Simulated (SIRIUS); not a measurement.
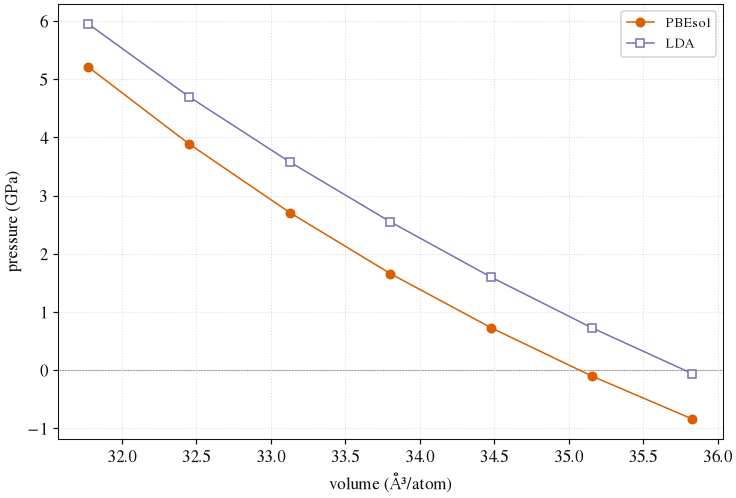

The plot gives the computed pressure against volume, with one curve for each functional, for Sn (space group Fd-3m).

Calculation (SIRIUS 7.12.0): plane-wave DFT, no spin polarisation; energies at scaled volumes of the given cell, shape and fractions fixed, counted from the fit's minimum, third-order Birch-Murnaghan fit. All runs: no spin polarisation.

| setting | value |
| --- | --- |
| occupations | Fermi–Dirac |
| smearing width | 0.05 eV |
| wave cutoff | 983 eV |
| density cutoff | 3932 eV |

Settings that differ: PBEsol: k mesh 7×7×7, potentials dojo-sr-pbesol-0.4.1-standard; LDA: k mesh 3×3×3, potentials dojo-sr-pbe-0.4.1-standard.

Order the curves by fitted equilibrium volume, smallest first.

Answer. PBEsol 35.078, LDA 35.795 Å³/atom.

For PBEsol: how does the pressure vary with volume?

Answer. It falls from 5.21 GPa at volume 31.77 Å³/atom to −0.84 GPa at 35.83 Å³/atom, and changes sign near 35.07 Å³/atom.

For LDA: how does the pressure vary with volume?

Answer. It falls from 5.95 GPa at volume 31.77 Å³/atom to −0.06 GPa at 35.83 Å³/atom.

Limits of the calculation: coarse k mesh (LDA); the fit and the printed pressures don't fully agree, or the minimum lies near the end of the range (LDA).
